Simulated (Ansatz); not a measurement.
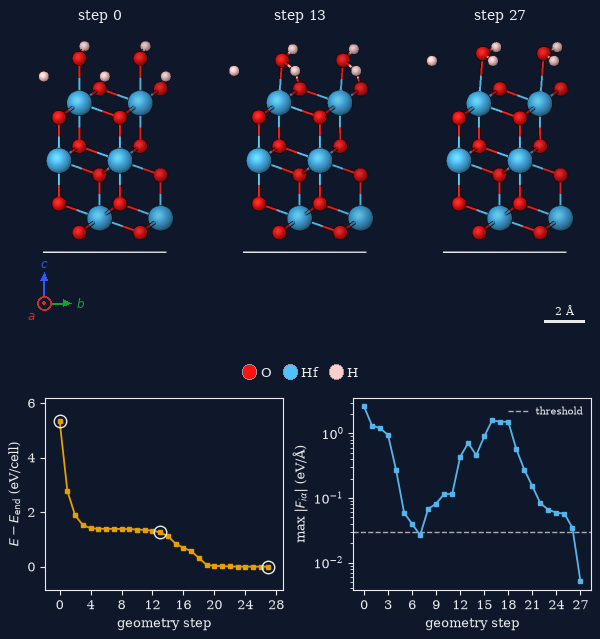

Frames of a constrained relaxation of a slab of composition Hf3H2O7 (cut from the Fm-3m phase), marked on the history of the run. The picture is a ball-and-stick view of the cell of the calculation, outlined in the plane, without the vacuum (origin shifted), seen along the a axis.

Case: clean slab, lower planes held. The slab is the (1 1 1) face of HfO2. 24 atoms are held fixed.

Computed with Ansatz, DFT PBE+D3(BJ), scalar-relativistic, plane waves, PAW. Set-up: plane-wave cutoff 420 eV; k-point mesh 3 × 3 × 1; occupations gaussian; smearing width 0.05 eV; no spin polarisation; dipole correction; atoms relaxed in a fixed cell; force threshold 0.03 eV/Å; at most 70 steps.

### What happens along the run?

The largest moves, 1.00 Å, are those of H atoms. Largest moves by element: H 1.00 Å, O 0.41 Å, Hf 0.05 Å. The lattice vectors keep their values. Among the contacts that change: H–O 1.925 → 1.005 Å, H–O 0.980 → 1.662 Å, Hf–O 2.270 → 2.577 Å, Hf–O 2.197 → 2.269 Å. New bonds form, among them: H–O (1.93 → 1.01 Å). Bonds break, among them: H–O (0.98 → 1.66 Å). Bond angles that change, for instance: Hf–O–H 129.5° → 108.4°. After 27 geometry steps the energy has fallen by 5.339 eV per cell of the calculation. The largest force component goes from 2.6 to 0.0051 eV/Å. The forces were under the threshold at step 7, but the run went on from there. The run took 17 min on 8 threads of Arm Neoverse V2 (shared host), peak memory 6.7 GiB. From step 0 to 13: H atoms move most (0.62 Å), energy −4.082 eV per cell of the calculation. From step 13 to 27: H atoms move most (0.59 Å), energy −1.258 eV per cell of the calculation.
